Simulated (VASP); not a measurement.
# CaO (Lime): structure and properties in VASP

Aim: relax CaO (Lime), then compute properties on the relaxed cell. The steps: full relaxation (r2SCAN + rVV10), second relaxation, single point with fields (r2SCAN + rVV10), bands along the symmetry lines (r2SCAN + rVV10), density of states (r2SCAN + rVV10), volume scan with r2SCAN + rVV10, fit for r2SCAN + rVV10 and dielectric tensor and Born charges (r2SCAN + rVV10). The start is a cell from a database of measured crystal structures.

Main program and level: VASP 6.6.1; r2SCAN with rVV10; plane waves and PAW (Ca_sv, O).

## Step 1: The structure

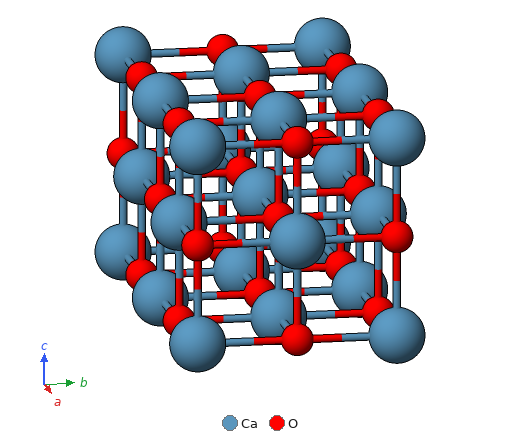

The cell as given, slightly off an axis (calcium blue, oxygen red). 2×1×1 cells are drawn. This picture shows the conventional cell, with its axes. Some periodic images of atoms are drawn too.

## Step 2: Full relaxation (r2SCAN + rVV10)

Properties are meant for the cell that this level of theory prefers, so cell and atoms are relaxed first (ISIF = 3) until forces and stress are small; EDIFFG sets the threshold. r2SCAN adds the kinetic-energy density, costs more than a GGA and is run with LASPH. LUSE_VDW switches on a nonlocal correlation term for dispersion.

File INCAR:

```
SYSTEM = CaO
PREC = Accurate
ENCUT = 520
EDIFF = 1E-06
NELM = 100
ISMEAR = 0
SIGMA = 0.05
LREAL = .FALSE.
ALGO = Normal
METAGGA = R2SCAN
LUSE_VDW = .TRUE.
IVDW_NL = 2
BPARAM = 11.95
CPARAM = 0.0093
LASPH = .TRUE.
NBANDS = 14
LORBIT = 11
LWAVE = .FALSE.
LCHARG = .FALSE.
KPAR = 2
IBRION = 2
NSW = 60
ISIF = 3
EDIFFG = -0.01
```

File POSCAR:

```
CaO
1.0
    0.0000000000      2.4065000000      2.4065000000
    2.4065000000      0.0000000000      2.4065000000
    2.4065000000      2.4065000000      0.0000000000
Ca O
1 1
Direct
    0.0000000000      0.0000000000      0.0000000000
    0.5000000000      0.5000000000      0.5000000000
```

File KPOINTS:

```
Automatic mesh
0
Gamma
10 10 10
0 0 0
```

Potentials, in the order of the species: Ca_sv and O (PBE family, release 64).

Started as:

```sh
$ mpirun -np 2 vasp_std
```

The log of the run:

```text
[banner, memory and clock lines left out]
running    2 mpi-ranks, on    1 nodes
 distrk:  each k-point on    1 cores,    2 groups
 distr:  one band on    1 cores,    1 groups

 POSCAR found type information on POSCAR CaO
 POSCAR found :  2 types and       2 ions
|                                                                             |
|               ----> ADVICE to this user running VASP <----                  |
|                                                                             |
|     You have switched on vdW-DFT.                                           |
|     This routine was written and supplied by Jiri Klimes. We recommend      |
|     that you carefully read and cite the following publications:            |
|       J. Klimes, D.R. Bowler, A. Michelides                                 |
|          J. Phys.: Cond Matt. 22 022201 (2010)                              |
|       J. Klimes, D.R. Bowler, A. Michelides                                 |
|          Phys. Rev. B. 83, 195131 (2011)                                    |
|     and references therein.                                                 |
|                                                                             |

|                                                                             |
|               ----> ADVICE to this user running VASP <----                  |
|                                                                             |
|     You enforced a specific xc type in the INCAR file but a different       |
|     [... a line on the potential file left out ...]
|     I HOPE YOU KNOW WHAT YOU ARE DOING!                                     |
|                                                                             |

 LDA part: xc-table for (None), standard interpolation
 POSCAR, INCAR and KPOINTS ok, starting setup
 FFT: planning ... GRIDC
 FFT: planning ... GRID_SOFT
 FFT: planning ... GRID
 WAVECAR not read
 entering main loop
       N       E                     dE             d eps       ncg     rms          rms(c)
Total rVV10 correction in eV:      0.3680866    16.0032792
Total rVV10 correction in eV:      0.3680866    16.0032792
DAV:   1     0.123271672293E+03    0.12327E+03   -0.85153E+03  1316   0.119E+03
DAV:   2    -0.187633680559E+02   -0.14204E+03   -0.13261E+03  1708   0.317E+02
DAV:   3    -0.246153718037E+02   -0.58520E+01   -0.58148E+01  1502   0.675E+01
DAV:   4    -0.248380332702E+02   -0.22266E+00   -0.22242E+00  1978   0.110E+01
DAV:   5    -0.248396899134E+02   -0.16566E-02   -0.16564E-02  1510   0.102E+00    0.761E+00
Total rVV10 correction in eV:      0.3935939    16.0032789
Total rVV10 correction in eV:      0.3935939    16.0032789
DAV:   6    -0.189026500573E+02    0.59370E+01   -0.37137E+00  1676   0.246E+01    0.262E+00
Total rVV10 correction in eV:      0.4035668    16.0032790
Total rVV10 correction in eV:      0.4035668    16.0032790
DAV:   7    -0.190348373056E+02   -0.13219E+00   -0.56320E-01  1334   0.551E+00    0.197E+00
Total rVV10 correction in eV:      0.4180336    16.0032790
Total rVV10 correction in eV:      0.4180336    16.0032790
DAV:   8    -0.190738199232E+02   -0.38983E-01   -0.24094E-01  1352   0.512E+00    0.145E+00
Total rVV10 correction in eV:      0.4200607    16.0032790
Total rVV10 correction in eV:      0.4200607    16.0032790
DAV:   9    -0.190343768658E+02    0.39443E-01   -0.11096E-01  1456   0.325E+00    0.122E-01
Total rVV10 correction in eV:      0.4191486    16.0032790
Total rVV10 correction in eV:      0.4191486    16.0032790
DAV:  10    -0.190339773619E+02    0.39950E-03   -0.56452E-03  1414   0.704E-01    0.804E-02
Total rVV10 correction in eV:      0.4190817    16.0032790
Total rVV10 correction in eV:      0.4190817    16.0032790
DAV:  11    -0.190341501733E+02   -0.17281E-03   -0.93208E-04  1406   0.259E-01    0.537E-02
Total rVV10 correction in eV:      0.4195351    16.0032790
Total rVV10 correction in eV:      0.4195351    16.0032790
DAV:  12    -0.190340714163E+02    0.78757E-04   -0.24560E-04  1532   0.138E-01    0.113E-02
Total rVV10 correction in eV:      0.4195609    16.0032790
Total rVV10 correction in eV:      0.4195609    16.0032790
DAV:  13    -0.190340747689E+02   -0.33526E-05   -0.16419E-05  1566   0.414E-02    0.870E-03
Total rVV10 correction in eV:      0.4195778    16.0032790
Total rVV10 correction in eV:      0.4195778    16.0032790
DAV:  14    -0.190340748750E+02   -0.10612E-06   -0.37647E-07   728   0.632E-03
Total rVV10 correction in eV:      0.4195408    16.0032790
Total rVV10 correction in eV:      0.4195408    16.0032790
Total rVV10 correction in eV:      0.4195704    16.0032790
Total rVV10 correction in eV:      0.4195704    16.0032790
   1 F= -.19034075E+02 E0= -.19034075E+02  d E =-.190341E+02
 curvature:   0.00 expect dE= 0.000E+00 dE for cont linesearch  0.000E+00
 trial: gam= 0.00000 g(F)=  0.600E-60 g(S)=  0.437E-02 ort = 0.000E+00 (trialstep = 0.100E+01)
 search vector abs. value=  0.437E-02
 bond charge predicted
       N       E                     dE             d eps       ncg     rms          rms(c)
Total rVV10 correction in eV:      0.4200184    16.0032790
Total rVV10 correction in eV:      0.4200184    16.0032790
DAV:   1    -0.190715179613E+02   -0.37443E-01   -0.89230E-01  1352   0.104E+01    0.127E+00
Total rVV10 correction in eV:      0.4168245    16.0032789
Total rVV10 correction in eV:      0.4168245    16.0032789
DAV:   2    -0.190406745715E+02    0.30843E-01   -0.87099E-02  1616   0.275E+00    0.482E-01
Total rVV10 correction in eV:      0.4167009    16.0032789
Total rVV10 correction in eV:      0.4167009    16.0032789
DAV:   3    -0.190353657177E+02    0.53089E-02   -0.87279E-03  2132   0.124E+00    0.180E-01
Total rVV10 correction in eV:      0.4162749    16.0032789
Total rVV10 correction in eV:      0.4162749    16.0032789
DAV:   4    -0.190346756719E+02    0.69005E-03   -0.39462E-03  2080   0.608E-01    0.526E-02
Total rVV10 correction in eV:      0.4162747    16.0032789
Total rVV10 correction in eV:      0.4162747    16.0032789
DAV:   5    -0.190346916378E+02   -0.15966E-04   -0.42891E-05  1430   0.725E-02    0.495E-02
Total rVV10 correction in eV:      0.4163313    16.0032789
Total rVV10 correction in eV:      0.4163313    16.0032789
DAV:   6    -0.190348718380E+02   -0.18020E-03   -0.10297E-04  2136   0.684E-02    0.266E-02
Total rVV10 correction in eV:      0.4163527    16.0032789
Total rVV10 correction in eV:      0.4163527    16.0032789
DAV:   7    -0.190349515981E+02   -0.79760E-04   -0.73314E-05  2130   0.455E-02    0.109E-02
Total rVV10 correction in eV:      0.4163067    16.0032789
Total rVV10 correction in eV:      0.4163067    16.0032789
DAV:   8    -0.190349578428E+02   -0.62447E-05   -0.15974E-06  1370   0.110E-02    0.309E-03
Total rVV10 correction in eV:      0.4162933    16.0032789
Total rVV10 correction in eV:      0.4162933    16.0032789
DAV:   9    -0.190349582279E+02   -0.38511E-06   -0.34954E-07   712   0.562E-03
Total rVV10 correction in eV:      0.4162803    16.0032789
Total rVV10 correction in eV:      0.4162803    16.0032789
Total rVV10 correction in eV:      0.4162775    16.0032789
Total rVV10 correction in eV:      0.4162775    16.0032789
   2 F= -.19034958E+02 E0= -.19034958E+02  d E =-.883353E-03
[...]
3 F= -.19035379E+02 E0= -.19035379E+02  d E =-.130396E-02
[...]
4 F= -.19035378E+02 E0= -.19035378E+02  d E =-.130358E-02
 curvature:  -0.29 expect dE=-0.129E-04 dE for cont linesearch -0.129E-04
 ZBRENT: interpolating
 opt :   0.5980  next Energy=   -19.035384 (dE=-0.131E-02)
 bond charge predicted
       N       E                     dE             d eps       ncg     rms          rms(c)
Total rVV10 correction in eV:      0.4177133    16.0032789
Total rVV10 correction in eV:      0.4177133    16.0032789
DAV:   1    -0.190354161657E+02   -0.38406E-04   -0.68254E-04  1316   0.290E-01    0.348E-02
Total rVV10 correction in eV:      0.4176255    16.0032789
Total rVV10 correction in eV:      0.4176255    16.0032789
DAV:   2    -0.190353925876E+02    0.23578E-04   -0.66283E-05  1628   0.756E-02    0.132E-02
Total rVV10 correction in eV:      0.4176221    16.0032789
Total rVV10 correction in eV:      0.4176221    16.0032789
DAV:   3    -0.190353877196E+02    0.48679E-05   -0.66841E-06  2080   0.337E-02    0.492E-03
Total rVV10 correction in eV:      0.4176099    16.0032789
Total rVV10 correction in eV:      0.4176099    16.0032789
DAV:   4    -0.190353875093E+02    0.21035E-06   -0.30816E-06  1984   0.169E-02
Total rVV10 correction in eV:      0.4176073    16.0032789
Total rVV10 correction in eV:      0.4176073    16.0032789
Total rVV10 correction in eV:      0.4176099    16.0032789
Total rVV10 correction in eV:      0.4176099    16.0032789
   5 F= -.19035388E+02 E0= -.19035388E+02  d E =-.131263E-02
 curvature:  -0.12 expect dE=-0.191E-05 dE for cont linesearch -0.191E-05
 trial: gam=-0.05727 g(F)=  0.142E-58 g(S)=  0.163E-04 ort = 0.267E-03 (trialstep = 0.920E+00)
 search vector abs. value=  0.606E-07
 reached required accuracy - stopping structural energy minimisation
```

Elapsed: 4.9 min, on 2 MPI ranks of AMD EPYC 7R43, shared host; peak memory 0.48 GiB; 9.8 min of CPU time.

The logs omit lines about the potential files and the build; timing stands in the text.

Parts of OUTCAR (step 2):

```text
ion  position               nearest neighbor table
   1  0.000  0.000  0.000-   2 2.41   2 2.41   2 2.41   2 2.41   2 2.41   2 2.41
   2  0.500  0.500  0.500-   1 2.41   1 2.41   1 2.41   1 2.41   1 2.41   1 2.41

  LATTYP: Found a face centered cubic cell.
 ALAT       =     4.8130000000

 Subroutine GETGRP returns: Found 48 space group operations
 (whereof 48 operations were pure point group operations)

The static configuration has the point symmetry O_h .

 Found     47 irreducible k-points:

   k-points           NKPTS =     47   k-points in BZ     NKDIM =     47   number of bands    NBANDS=     14

   dimension x,y,z NGX =    28 NGY =   28 NGZ =   28
   dimension x,y,z NGXF=    56 NGYF=   56 NGZF=   56

   ENCUT  =  520.0 eV  38.22 Ry    6.18 a.u.   6.33  6.33  6.33*2*pi/ulx,y,z

   NELECT =      16.0000    total number of electrons

 k-points in reciprocal lattice and weights: Automatic mesh
   0.00000000  0.00000000  0.00000000       0.001
   0.10000000  0.00000000  0.00000000       0.008
   0.20000000  0.00000000  0.00000000       0.008
   0.30000000  0.00000000  0.00000000       0.008
   0.40000000  0.00000000  0.00000000       0.008
   0.50000000  0.00000000  0.00000000       0.004
   0.10000000  0.10000000  0.00000000       0.006
   0.20000000  0.10000000  0.00000000       0.024
   0.30000000  0.10000000  0.00000000       0.024
[...]
-0.30000000  0.40000000  0.20000000       0.024
  -0.30000000  0.50000000  0.20000000       0.012

 average (electrostatic) potential at core
       1 -47.7769       2 -73.8247

 E-fermi :   2.2406

 k-point     1 :       0.0000    0.0000    0.0000
  band No.  band energies     occupation
    ...
      4     -16.8453      2.00000
      5     -14.4539      2.00000
      6       2.0327      2.00000
      7       2.0327      2.00000
      8       2.0327      2.00000
      9       7.4517      0.00000
     10       8.8956      0.00000
     11       8.8956      0.00000
     12       8.8956      0.00000
     13      10.5226      0.00000
    ...

 k-point     2 :       0.1000    0.0000    0.0000
  band No.  band energies     occupation
    ...
      4     -16.8503      2.00000
      5     -14.2782      2.00000
      6       1.6823      2.00000
      7       1.8940      2.00000
      8       1.8940      2.00000
      9       7.9093      0.00000
     10       8.8553      0.00000
     11       9.0734      0.00000
     12       9.0734      0.00000
     13      10.7694      0.00000
    ...

 k-point     3 :       0.2000    0.0000    0.0000
  band No.  band energies     occupation
    ...
      4     -16.8633      2.00000
      5     -13.8952      2.00000
      6       0.9172      2.00000
      7       1.5591      2.00000
      8       1.5591      2.00000
      9       8.7910      0.00000
     10       9.0526      0.00000
     11       9.5654      0.00000
     12       9.5654      0.00000
     13      11.4119      0.00000
    ...

  Total       -0.0149948     -0.0149948     -0.0149948      0.0000000      0.0000000      0.0000000
  in kB       -0.8711465     -0.8711465     -0.8711465      0.0000000      0.0000000      0.0000000
  external PRESSURE =      -0.8711465 kB  Pullay stress =       0.0000000 kB

  energy-cutoff  :      520.00
  volume of cell :       27.58
      direct lattice vectors                 reciprocal lattice vectors
    -0.000000000  2.397966369  2.397966369    -0.208510014  0.208510014  0.208510014
     2.397966369  0.000000000  2.397966369     0.208510014 -0.208510014  0.208510014
     2.397966369  2.397966369 -0.000000000     0.208510014  0.208510014 -0.208510014

 POSITION                                       TOTAL-FORCE (eV/Angst)
 -----------------------------------------------------------------------------------
      0.00000      0.00000      0.00000         0.000000     -0.000000     -0.000000
      2.39797      2.39797      2.39797        -0.000000      0.000000      0.000000
 -----------------------------------------------------------------------------------
    total drift:                                0.000000      0.000000      0.000000

  FREE ENERGIE OF THE ION-ELECTRON SYSTEM (eV)
  ---------------------------------------------------
  free  energy   TOTEN  =       -19.0353875093 eV

  energy  without entropy=      -19.0353875093  energy(sigma->0) =      -19.03538751

 reached required accuracy - stopping structural energy minimisation

 total charge
# of ion       s       p       d       tot
------------------------------------------
    1        2.037   5.883   0.283   8.204
    2        1.553   3.478   0.000   5.031
--------------------------------------------------
tot          3.590   9.361   0.283  13.235

[... 3 further parts left out ...]
```

CONTCAR:

```
CaO
   1.00000000000000
    -0.0000000000000000    2.3979663686515393    2.3979663686515393
     2.3979663686515393    0.0000000000000000    2.3979663686515393
     2.3979663686515393    2.3979663686515393   -0.0000000000000000
  Ca              O
     1     1
Direct
     0.0000000000000000    0.0000000000000000    0.0000000000000000
     0.5000000000000000    0.5000000000000000    0.5000000000000000
```

The gap is read on the k-mesh alone, so it is an upper bound where the band edges lie off the mesh. The PAW data sets were made with PBE, which is usual practice but a small mismatch for other functionals. The run keeps the 48 symmetry operations of its start, so it cannot find a distortion of lower symmetry.

Relaxation path:

| step | energy less that of the first step (eV) | largest force (eV/Å) | pressure (GPa) | volume (Å³) |
| --- | --- | --- | --- | --- |
| 1 | 0.0000 | 0.0000 | -1.41 | 27.87 |
| 2 | -0.0009 | 0.0000 | 0.78 | 27.38 |
| 3 | -0.0013 | 0.0000 | 0.13 | 27.57 |
| 4 | -0.0013 | 0.0000 | -0.15 | 27.59 |
| 5 | -0.0013 | 0.0000 | -0.09 | 27.58 |

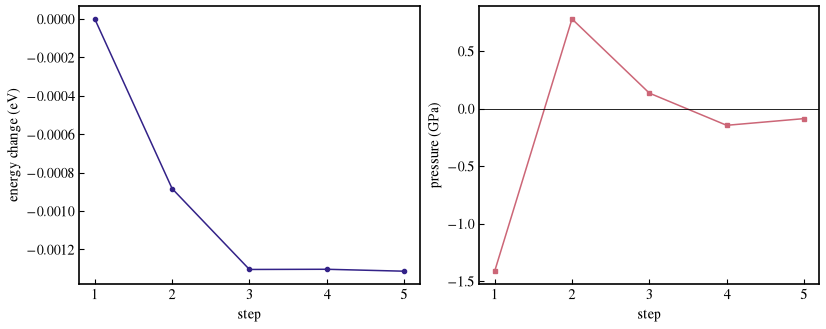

Energy and pressure along the relaxation.

| conventional cell, symmetrised | before | after | change |
| --- | --- | --- | --- |
| a (Å) | 4.813 | 4.796 | -0.4 % |
| b (Å) | 4.813 | 4.796 | -0.4 % |
| c (Å) | 4.813 | 4.796 | -0.4 % |
| volume (Å³/atom) | 13.94 | 13.79 | -1.1 % |

The relaxed structure:

```
Ca O
1.0
     0.00000    2.39797    2.39797
     2.39797    0.00000    2.39797
     2.39797    2.39797    0.00000
Ca O
1 1
Direct
  0.00000 0.00000 0.00000
  0.50000 0.50000 0.50000
```

Numbers from this step:

```
electrons                       : 16
bands                           : 14
irreducible k-points            : 47
symmetry operations             : 48
free energy (TOTEN)             : -19.04 eV
Fermi energy                    : 2.241 eV
pressure                        : -0.08711 GPa
metallic                        : no
valence top at k                : 0, 0, 0
conduction bottom at k          : 0.5, 0.5, 0
least direct gap at k           : 0.5, 0.5, 0
SCF cycles over all ionic steps : 38
gap on the k-mesh               : 4.153 eV
least direct gap on the k-mesh  : 4.527 eV
```

It ends with forces that vanish by symmetry and a pressure of -0.09 GPa. The volume lies -1.1 % from that of the database's start, which holds the thermal and zero-point expansion of its experiment.

(Part 1 of 6 ends here.)

[Lines on the potential files, build, host, timing and source positions are cut from VASP's logs without a mark.]

[Logs are printed without paths, hosts, clocks, repeated set-up lines and the standing remarks that a program may print on its own settings, such as how far it seeks lower states.]

[Hosts, paths, dates, database ids (printed as entryN), source tags and the programs' standing remarks are cut or masked in the printed files.]

[A measured line is paired with the nearest computed mode of its activity, which favours agreement.]
